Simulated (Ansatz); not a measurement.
**Geometry relaxation of Mo (part 2 of 2)**

Mo (P6₃/mmc, 2 atoms in the cell); DFT PBE, scalar-relativistic, plane waves, PAW, no spin polarisation (Ansatz 0.2.0); cutoff 420 eV, 12×12×4 k-mesh, Gaussian smearing of 0.1 eV. The structure was made by swapping elements on the sites of another compound; it need not be a known phase. It belongs to a series of runs on one base structure; here: Ru -> Mo on all its sites, cell and atoms relaxed.

Log, continued
```
SCF iter   1: F=—  HF=-9911.195362 eV  |F-HF|=—  |Δ(HF+E_count)|=         —  Δρ=2.57e-3  dr2=1.27e-3  ethr=4.71e-6  ⟨swp⟩=2.1  Hψ=6200  notcnv=0
preconditioner: auto → Kerker (q_TF=auto, 2.665 Å⁻¹)  [metal: Δε(μ)=0.020 eV  Ē_g=4.386 eV  σ=0.100 eV  W_gap=0.11  n_scr=10 (ndim 8)  ℏωp=22.7 eV  f_vac=0.000  D(μ)=2.21/eV (n_scr^D=22)]
SCF iter   2: F=—  HF=-9911.195339 eV  |F-HF|=—  |Δ(HF+E_count)|=   2.35e-5  Δρ=1.52e-3  dr2=4.61e-4  ethr=4.54e-6  ⟨swp⟩=1.0  Hψ=1026  notcnv=0
SCF iter   3: F=—  HF=-9911.195305 eV  |F-HF|=—  |Δ(HF+E_count)|=   3.31e-5  Δρ=1.60e-4  dr2=4.58e-6  ethr=1.65e-6  ⟨swp⟩=2.4  Hψ=1392  notcnv=0
SCF iter   4: F=—  HF=-9911.195416 eV  |F-HF|=—  |Δ(HF+E_count)|=   1.11e-4  Δρ=2.03e-5  dr2=4.99e-8  ethr=7.14e-10  ⟨swp⟩=2.9  Hψ=4086  notcnv=0
iter 5 did not close the SCF: its close was put off for the readings that it lacked (scf_convergence_deferred on its scf_iter line)
SCF iter   5: F=-9911.195416 eV  HF=-9911.195416 eV  |F-HF|=4.87e-10  |Δ(HF+E_count)|=   1.60e-8  Δρ=3.73e-6  dr2=3.22e-9  ethr=1.78e-10  ⟨swp⟩=2.1  Hψ=1822  notcnv=0
SCF iter   6: F=-9911.195416 eV  HF=-9911.195416 eV  |F-HF|=3.09e-11  |Δ(HF+E_count)|=  2.89e-10  Δρ=8.67e-7  dr2=1.21e-10  ethr=1.15e-11  ⟨swp⟩=1.4  Hψ=2975  notcnv=0
SCF 8 converged in 6 iterations: F = -9911.195416 eV  dr2 = 1.21e-10
relax step   8: F+E_penalty+E_count = -9911.19541622 eV  Δ(F+E_penalty+E_count) = -2.614e-2 eV  max|allowed force component| = 1.619e-17 eV/Å  Δτ_max = 0.0000 Å  P = +0.023 GPa  Ω = 32.201 Å³  energy of the carried Pulay correction = -3.788e-4 eV  (6 SCF iters, dr2 threshold 2.00e-7 eV, accepted)
Crystal: 2 atoms, lattice volume = 32.220 Å³
iter 1 solved again at ethr=1.49e-7 eV; its pass at ethr=3.10e-3 eV (dr2=4.18e-5 eV) is discarded
SCF iter   1: F=—  HF=-9911.195569 eV  |F-HF|=—  |Δ(HF+E_count)|=         —  Δρ=5.93e-4  dr2=7.22e-5  ethr=1.49e-7  ⟨swp⟩=3.1  Hψ=5966  notcnv=0
preconditioner: auto → Kerker (q_TF=auto, 2.665 Å⁻¹)  [metal: Δε(μ)=0.014 eV  Ē_g=4.385 eV  σ=0.100 eV  W_gap=0.08  n_scr=10 (ndim 8)  ℏωp=22.7 eV  f_vac=0.000  D(μ)=2.25/eV (n_scr^D=22)]
SCF iter   2: F=—  HF=-9911.195676 eV  |F-HF|=—  |Δ(HF+E_count)|=   1.06e-4  Δρ=3.41e-4  dr2=2.57e-5  ethr=1.49e-7  ⟨swp⟩=1.0  Hψ=1026  notcnv=0
SCF iter   3: F=—  HF=-9911.195669 eV  |F-HF|=—  |Δ(HF+E_count)|=   6.78e-6  Δρ=3.90e-5  dr2=2.98e-7  ethr=9.18e-8  ⟨swp⟩=2.6  Hψ=1365  notcnv=0
iter 4 did not close the SCF: its close was put off for the readings that it lacked (scf_convergence_deferred on its scf_iter line)
SCF iter   4: F=-9911.195669 eV  HF=-9911.195669 eV  |F-HF|=9.57e-10  |Δ(HF+E_count)|=   1.53e-8  Δρ=6.18e-6  dr2=3.73e-9  ethr=1.06e-9  ⟨swp⟩=2.3  Hψ=1722  notcnv=0
iter 5 did not close the SCF: its close was put off for the readings that it lacked (scf_convergence_deferred on its scf_iter line)
SCF iter   5: F=-9911.195669 eV  HF=-9911.195669 eV  |F-HF|=2.36e-11  |Δ(HF+E_count)|=  9.86e-10  Δρ=7.65e-7  dr2=9.83e-11  ethr=1.33e-11  ⟨swp⟩=1.5  Hψ=1285  notcnv=0
SCF iter   6: F=-9911.195669 eV  HF=-9911.195669 eV  |F-HF|=1.82e-12  |Δ(HF+E_count)|=  3.27e-11  Δρ=1.18e-7  dr2=2.85e-12  ethr=1.00e-12  ⟨swp⟩=1.0  Hψ=2292  notcnv=0
SCF 9 converged in 6 iterations: F = -9911.195669 eV  dr2 = 2.85e-12
relax step   9: F+E_penalty+E_count = -9911.19566884 eV  Δ(F+E_penalty+E_count) = -2.526e-4 eV  max|allowed force component| = 2.891e-17 eV/Å  Δτ_max = 0.0000 Å  P = -0.020 GPa  Ω = 32.220 Å³  energy of the carried Pulay correction = -3.832e-4 eV  (6 SCF iters, dr2 threshold 2.00e-7 eV, accepted)
Basis set: ecut = 420 eV, 647 PW (Γ), exchange–correlation on 40×40×72 points (8 copies of the dense FFT grid, shifted against one another)
Initial wavefunctions: pseudopotential atomic-orbital guess (no wavefunctions were taken with the density)
iter 1 solved again at ethr=4.24e-8 eV; its pass at ethr=3.10e-3 eV (dr2=1.19e-5 eV) is discarded
SCF iter   1: F=—  HF=-9911.196541 eV  |F-HF|=—  |Δ(HF+E_count)|=         —  Δρ=3.38e-4  dr2=2.04e-6  ethr=4.24e-8  ⟨swp⟩=3.1  Hψ=7325  notcnv=0
preconditioner: auto → Kerker (q_TF=auto, 2.665 Å⁻¹)  [metal: Δε(μ)=0.014 eV  Ē_g=4.385 eV  σ=0.100 eV  W_gap=0.08  n_scr=10 (ndim 8)  ℏωp=22.7 eV  f_vac=0.000  D(μ)=2.24/eV (n_scr^D=22)]
SCF iter   2: F=—  HF=-9911.196570 eV  |F-HF|=—  |Δ(HF+E_count)|=   2.88e-5  Δρ=1.75e-4  dr2=5.50e-7  ethr=7.29e-9  ⟨swp⟩=1.0  Hψ=1026  notcnv=0
SCF iter   3: F=—  HF=-9911.196581 eV  |F-HF|=—  |Δ(HF+E_count)|=   1.10e-5  Δρ=5.74e-6  dr2=2.47e-9  ethr=1.97e-9  ⟨swp⟩=2.9  Hψ=1791  notcnv=0
iter 4 did not close the SCF: its close was put off for the readings that it lacked (scf_convergence_deferred on its scf_iter line)
SCF iter   4: F=-9911.196581 eV  HF=-9911.196581 eV  |F-HF|=3.82e-11  |Δ(HF+E_count)|=   2.05e-9  Δρ=6.86e-7  dr2=8.51e-11  ethr=8.83e-12  ⟨swp⟩=2.5  Hψ=1795  notcnv=0
iter 5 did not close the SCF: its close was put off for the readings that it lacked (scf_convergence_deferred on its scf_iter line)
SCF iter   5: F=-9911.196581 eV  HF=-9911.196581 eV  |F-HF|=3.64e-12  |Δ(HF+E_count)|=  5.09e-11  Δρ=1.13e-7  dr2=2.72e-12  ethr=1.00e-12  ⟨swp⟩=1.0  Hψ=1026  notcnv=0
SCF iter   6: F=-9911.196581 eV  HF=-9911.196581 eV  |F-HF|=1.82e-12  |Δ(HF+E_count)|=  1.82e-12  Δρ=1.59e-8  dr2=4.05e-14  ethr=1.00e-12  ⟨swp⟩=1.0  Hψ=2280  notcnv=0
SCF 10 converged in 6 iterations: F = -9911.196581 eV  dr2 = 4.05e-14
relax step  10: F+E_penalty+E_count = -9911.19658127 eV  Δ(F+E_penalty+E_count) = -9.124e-4 eV  max|allowed force component| = 2.082e-17 eV/Å  Δτ_max = 0.0000 Å  P = +0.028 GPa  Ω = 32.220 Å³  stress off target by 9.40e-2 GPa  SCF on the basis re-selected at this cell (its energy is not comparable with the rows above)  (6 SCF iters)
```

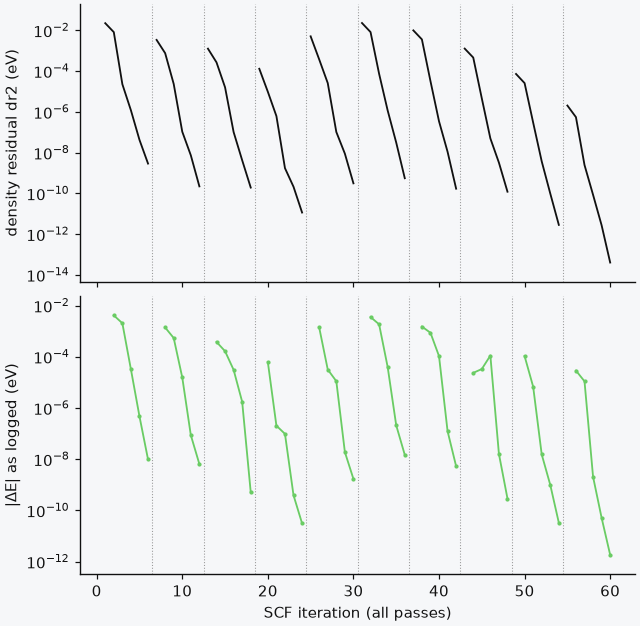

*Convergence of the self-consistent field: density residual dr2 and size of the energy change against the SCF iteration. The dotted lines part the SCF passes of the relaxation: geometry steps, rejected trials and re-solves on a re-selected basis.*

The 10 passes take 6 iterations each, 60 in all.

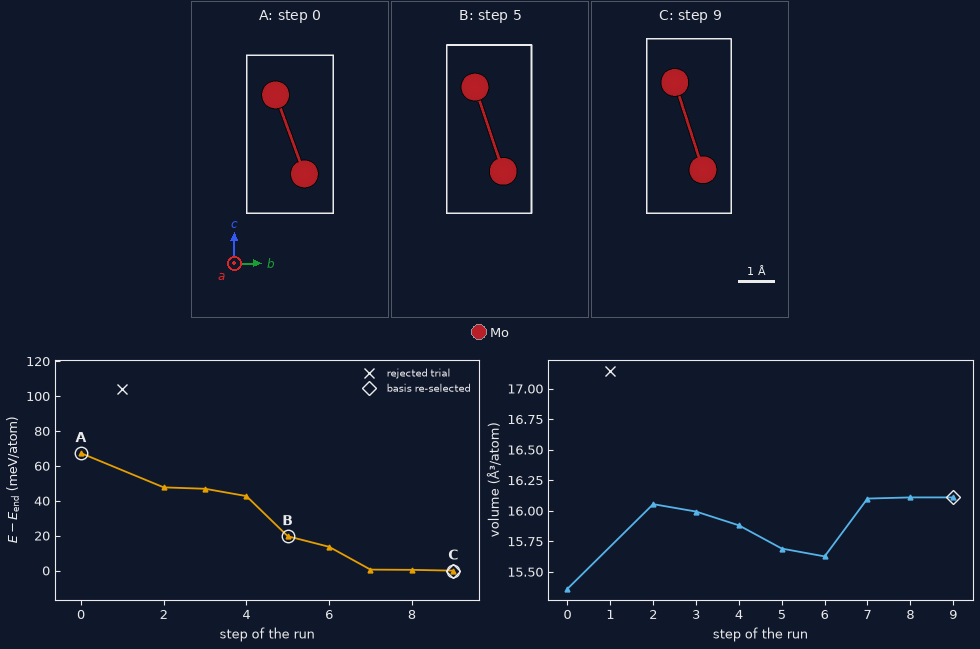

*Frames of the relaxation (ball-and-stick view of the cell of the calculation, along the a axis) above the curves, on which the letters mark them (the first geometry is step 0 here and step 1 in the log).*

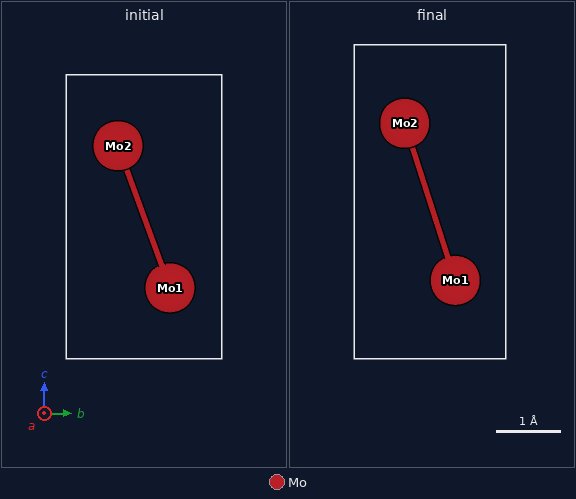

*Before (left) and after (right) the relaxation, at one scale (ball-and-stick view of the cell of the calculation, along the a axis).*

The energy falls by 66.9 meV per atom in 8 geometry steps. All forces vanish by symmetry, so only the cell relaxes. The pressure goes from 10.15 to 0.03 GPa. The line search rejected the trial step at point 1 (counted from 0) and went back. The atoms keep their places relative to the cell (all moves are under 0.005 Å). The drawn cell changes as follows: a = b 2.821 → 2.748 Å (−2.6 %), c 4.457 → 4.926 Å (+10.5 %); the volume changes by +4.9 %. Among the contacts that change: Mo1–Mo2 2.760 → 2.930 Å, Mo1–Mo1 2.821 → 2.748 Å. The space group stays P6_3/mmc (No. 194). A last SCF at the same geometry on a re-selected plane-wave basis shifts the energy by −0.5 meV per atom. (Atoms are counted from 1 in the order of the input.)

```
basis re-selected at this cell: Δ(F+E_penalty+E_count) = -9.124e-4 eV, ΔP = +0.048 GPa vs the last step (what re-selecting the basis moved, of the pressure what is left beyond the Pulay correction that the steps carried, after the strain that the cell walked since its last selection, with what the two solves' SCF thresholds leave and, on support functions, any second-order correction that the steps lacked; it is no measure of the basis error at this ecutwfc). The dense FFT grid was sized anew with the basis: this SCF ran on 20×20×36 points, the steps before it on 20×20×30, so part of this shift can come from that change (see relax.cell in the input reference). This SCF's stress stands 9.40e-2 GPa from its target on what of the cell is left free (relax.cell.stress_tol is 5.00e-1 GPa) and its largest allowed force component is 2.08e-17 eV/Å (relax.f_tol is 5.00e-2 eV/Å): within both
SCF converged after 6 iterations
Free energy (F): -9911.196581 eV
Harris-Foulkes:  -9911.196581 eV  (|F-HF|=1.82e-12)
Internal energy: -9911.185399 eV  (E = F + TS)
E sigma→0 (E₀):  -9911.190990 eV
Entropy (-TS):   -0.011182 eV (-5.591 meV/atom)
Fermi energy:    20.088341 eV
--- Per-component energies (eV) ---
  E_band       = -126.256502
  E_kinetic    = 881.614180
  E_local      = -1624.733303  (includes V_loc(G=0)·N_el)
  E_nonlocal   = 286.368441
  E_hartree    = 538.022370
  E_xc         = -366.497416
  E_vxc        = -457.379274  (∫ρ·V_xc dr)
  E_paw        = -6402.713840  (= ΣΔE_a)
  E_vpaw       = -288.171371  (= ΣTr[D̂ρ^β])
  E_aug_tail   = 0.000085  (compensation charges beyond the density's cutoff)
  E_ewald      = -3223.245917
  E_smearing   = -0.011182  (= −TS)
  E_closure    = -0.000000  (closes the sum)
  Σ components = -9911.196581   (vs F -9911.196581, Δ=0.00e0)
--- Forces (eV/Å), atoms counted from 1 ---
  atom   1  Mo     0.00000000    -0.00000000     0.00000000
  atom   2  Mo    -0.00000000     0.00000000    -0.00000000
  max |Σ_I F_I| component: 4.63e-18 eV/Å
--- Stress (GPa, compression-positive) ---
       -0.004515      -0.000000       0.000000
       -0.000000      -0.004515       0.000000
        0.000000       0.000000       0.094029
  P = ⅓ Tr σ = 0.0283 GPa (0.283 kbar)
--- Band table (eV; the first three rows and the last of 57) ---
  k-point 0: bands = ["-40.7784", "-40.6297", "-15.3140", "-14.2970", "-14.1054", "-14.1054", "-14.0074", "-14.0074", "13.2710", "15.3765", "18.2918", "19.4434", "19.4434", "19.9180", "19.9180", "20.5943", "21.5985", "21.5985"]
  k-point 1: bands = ["-40.7569", "-40.6517", "-15.1717", "-14.4531", "-14.0912", "-14.0912", "-14.0218", "-14.0218", "13.8018", "15.3911", "18.1277", "19.4027", "19.4027", "19.4505", "19.7520", "19.7520", "22.0089", "22.0089"]
  k-point 2: bands = ["-40.7046", "-40.7046", "-14.8193", "-14.8193", "-14.0565", "-14.0565", "-14.0565", "-14.0565", "14.9293", "14.9293", "18.1481", "18.1481", "19.4851", "19.4851", "19.4851", "19.4851", "22.7990", "22.7990"]
  k-point 56: bands = ["-40.4692", "-40.4692", "-15.0895", "-15.0895", "-14.9561", "-14.9561", "-14.4488", "-14.4488", "17.0490", "17.0490", "17.5379", "17.5379", "18.9650", "18.9650", "20.4452", "20.4452", "23.4896", "23.4896"]
--- Relaxed structure (9 steps of the walk, 8 accepted, 1 SCFs on fresh bases) ---
  F+E_penalty+E_count = -9911.19658127 eV   max|allowed force component| = 2.082e-17 eV/Å   (the final SCF, on the basis selected at the relaxed cell)
  cell:  # Å, volume = 32.2200 Å³
    - [2.748132401441274, -2.811850392525292e-11, -2.5517363779947593e-33]
    - [-1.3740662006962854, 2.379952472625338, 3.7439207593126977e-34]
    - [-4.0309703727894525e-33, -1.2789481069473616e-33, 4.926281812388691]
  atoms:
    - { symbol: Mo, position: [0.33333333333333337, 0.6666666666666666, 0.25000000000000006] }
    - { symbol: Mo, position: [0.6666666666666666, 0.3333333333333333, 0.7500000000000001] }
```

Trajectory as extended XYZ (Å, eV, eV/Å), 10 frames, from step=1 to step=10
```
2
Lattice="2.8213 0.0000 0.0000 -1.4107 2.4433 0.0000 0.0000 0.0000 4.4568" Properties=species:S:1:pos:R:3:forces:R:3 step=1 energy=-9911.06189 pressure_GPa=10.15
Mo    0.0000    1.6289    1.1142    0.0000   0.0000   0.0000
Mo    1.4107    0.8144    3.3426    0.0000   0.0000   0.0000
2
Lattice="2.9206 0.0000 0.0000 -1.4603 2.5293 0.0000 0.0000 0.0000 4.6426" Properties=species:S:1:pos:R:3:forces:R:3 step=2 energy=-9910.98820 pressure_GPa=-14.46 accepted=F
Mo    0.0000    1.6862    1.1607    0.0000   0.0000   0.0000
Mo    1.4603    0.8431    3.4820    0.0000   0.0000   0.0000
2
Lattice="2.8547 0.0000 0.0000 -1.4274 2.4723 0.0000 0.0000 0.0000 4.5496" Properties=species:S:1:pos:R:3:forces:R:3 step=3 energy=-9911.10111 pressure_GPa=-1.13
Mo    0.0000    1.6482    1.1374    0.0000   0.0000   0.0000
Mo    1.4274    0.8241    3.4122    0.0000   0.0000   0.0000
2
Lattice="2.8469 0.0000 0.0000 -1.4234 2.4655 0.0000 0.0000 0.0000 4.5574" Properties=species:S:1:pos:R:3:forces:R:3 step=4 energy=-9911.10273 pressure_GPa=-0.23
Mo    0.0000    1.6437    1.1394    0.0000   0.0000   0.0000
Mo    1.4234    0.8218    3.4181    0.0000   0.0000   0.0000
2
Lattice="2.8200 0.0000 0.0000 -1.4100 2.4422 0.0000 0.0000 0.0000 4.6120" Properties=species:S:1:pos:R:3:forces:R:3 step=5 energy=-9911.11110 pressure_GPa=1.74
Mo    0.0000    1.6281    1.1530    0.0000   0.0000   0.0000
Mo    1.4100    0.8141    3.4590    0.0000   0.0000   0.0000
2
Lattice="2.7616 0.0000 0.0000 -1.3808 2.3917 0.0000 0.0000 0.0000 4.7513" Properties=species:S:1:pos:R:3:forces:R:3 step=6 energy=-9911.15714 pressure_GPa=5.73
Mo    0.0000    1.5944    1.1878    0.0000   0.0000   0.0000
Mo    1.3808    0.7972    3.5635    0.0000   0.0000   0.0000
2
Lattice="2.7110 0.0000 0.0000 -1.3555 2.3478 0.0000 0.0000 0.0000 4.9105" Properties=species:S:1:pos:R:3:forces:R:3 step=7 energy=-9911.16927 pressure_GPa=8.10
Mo    0.0000    1.5652    1.2276    0.0000   0.0000   0.0000
Mo    1.3555    0.7826    3.6828    0.0000   0.0000   0.0000
2
Lattice="2.7513 0.0000 0.0000 -1.3756 2.3827 0.0000 0.0000 0.0000 4.9122" Properties=species:S:1:pos:R:3:forces:R:3 step=8 energy=-9911.19542 pressure_GPa=0.02
Mo    0.0000    1.5884    1.2280    0.0000   0.0000   0.0000
Mo    1.3756    0.7942    3.6841    0.0000   0.0000   0.0000
2
Lattice="2.7481 0.0000 0.0000 -1.3741 2.3800 0.0000 0.0000 0.0000 4.9263" Properties=species:S:1:pos:R:3:forces:R:3 step=9 energy=-9911.19567 pressure_GPa=-0.02
Mo    0.0000    1.5866    1.2316    0.0000   0.0000   0.0000
Mo    1.3741    0.7933    3.6947    0.0000   0.0000   0.0000
2
Lattice="2.7481 0.0000 0.0000 -1.3741 2.3800 0.0000 0.0000 0.0000 4.9263" Properties=species:S:1:pos:R:3:forces:R:3 step=10 energy=-9911.19658 pressure_GPa=0.03
Mo    0.0000    1.5866    1.2316    0.0000   0.0000   0.0000
Mo    1.3741    0.7933    3.6947    0.0000   0.0000   0.0000
```

The run was set up as follows.

The input
```yaml
crystal:
  lattice:
    - [2.8213302151, 0.0, 0.0]
    - [-1.4106651075, 2.4433436387, 0.0]
    - [0.0, 0.0, 4.456846956]
  atoms:
    - { symbol: Mo, position: [0.3333333333, 0.6666666667, 0.25] }
    - { symbol: Mo, position: [0.6666666667, 0.3333333333, 0.75] }
basis:
  ecutwfc: 420
kpoints:
  mp_grid: { grid: [12, 12, 4] }
hamiltonian:
  xc: pbe
scf:
  occupations: { method: gaussian, width: 0.1 }
output:
  forces: true
  stress: true
  eigenvalues: true
relax:
  adjacent_minimum: "off"
  f_tol: 0.05
  max_steps: 60
  cell: { stress_tol: 0.5 }
```

Command:
```bash
ansatz run input.yaml --threads 1 --pin off --max-ram 2560MiB --backend cpu --events-out ev --progress --plain --runs-dir out
```

Key numbers

| quantity | value |
| --- | --- |
| outcome | converged |
| space group (tolerance 0.01 Å) | P6₃/mmc (194) |
| electrons treated | 28 |
| free energy | −9911.1966 eV |
| Fermi energy | 20.088 eV |
| gap on the k-point mesh | none (metallic) |
| pressure | 0.03 GPa |
| final volume | 32.22 Å³ |
| largest force (length of the vector) at the end | under 0.001 eV/Å |
| final cell | a = 2.748 Å, b = 2.748 Å, c = 4.926 Å, α = 90.00°, β = 90.00°, γ = 120.00° |
| hardware | 1 thread of Intel Xeon (Sapphire Rapids), 192 GiB of memory available, shared host |
| wall time | 17 s |
| peak memory | 0.35 GiB |
